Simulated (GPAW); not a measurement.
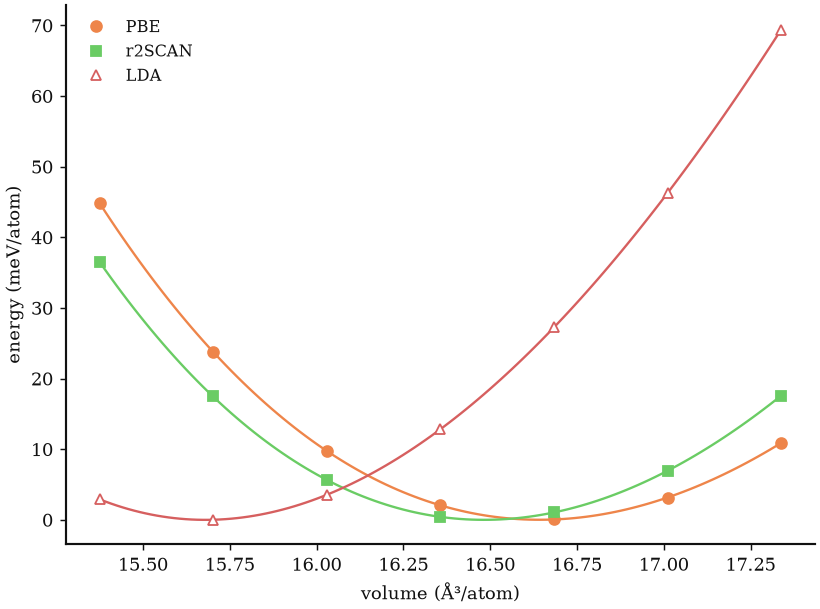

How it was computed, with GPAW 26.7.0: PAW DFT in plane waves, on a grid or in atomic orbitals, no spin polarisation; energies at scaled volumes of the given cell, shape and fractions fixed, counted from the fit's minimum, third-order Birch-Murnaghan fit. All runs: no spin polarisation.

- k mesh: 5×5×3
- occupations: Fermi–Dirac
- smearing width: 0.05 eV
- potentials: GPAW PAW data sets (gpaw data 1.2.1)
- wave cutoff: 800 eV

**Figure.** Energy against volume, with one curve for each functional, for La₂O₃ (space group P-3m1).

The fitted equilibrium volumes, smallest first, are LDA 15.680, r2SCAN 16.482, PBE 16.643 Å³/atom. The fitted bulk moduli, smallest first, are PBE 129.1, r2SCAN 138.8, LDA 151.8 GPa.

Keep in mind: compensation charges of f shells cut short; shape and atomic fractions are frozen while scaling, which makes layered, chain and framework solids too stiff.
